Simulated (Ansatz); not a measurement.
The compound is MgTe (space group P6_3mc, No. 186), taken as the geometry relaxed with DFT PBE, scalar-relativistic, plane waves, PAW (Ansatz).

```
Mg Te
1.0
     4.60944    0.00000    0.00000
    -2.30472    3.99189    0.00000
     0.00000    0.00000    7.49792
Mg Te
2 2
Cartesian
  0.0000 2.6613 7.4735
  2.3047 1.3306 3.7245
  0.0000 2.6613 2.7986
  2.3047 1.3306 6.5476
```

Describe the stacking along c, naming the columns A, B, C as they first turn up.

Mg(A) – Te(A) – Mg(B) – Te(B) (four layers in 7.50 Å).

Te layers alone: AB, the hexagonal close-packed type.

Mg: two tetrahedral sites, counted in one hexagonal cell.

Polytype symbol 2H, the symbol of a tetrahedral polytype (number of double layers in the repeat and lattice).

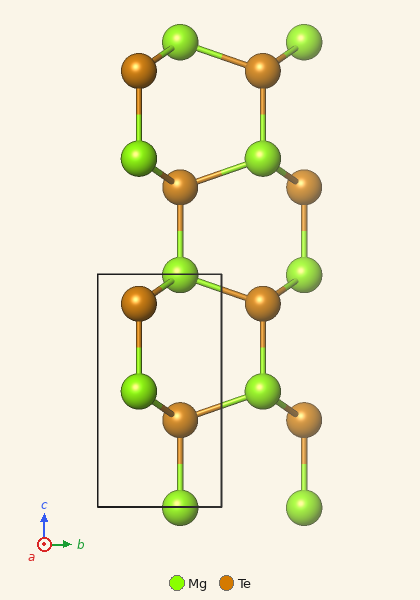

Projection along an edge of the hexagonal mesh, stacking direction c upwards. Every atom sits on one of the three columns of the mesh; call them A, B, C in the order in which they first turn up. The sequence starts with the first layer at or above the cell's origin.
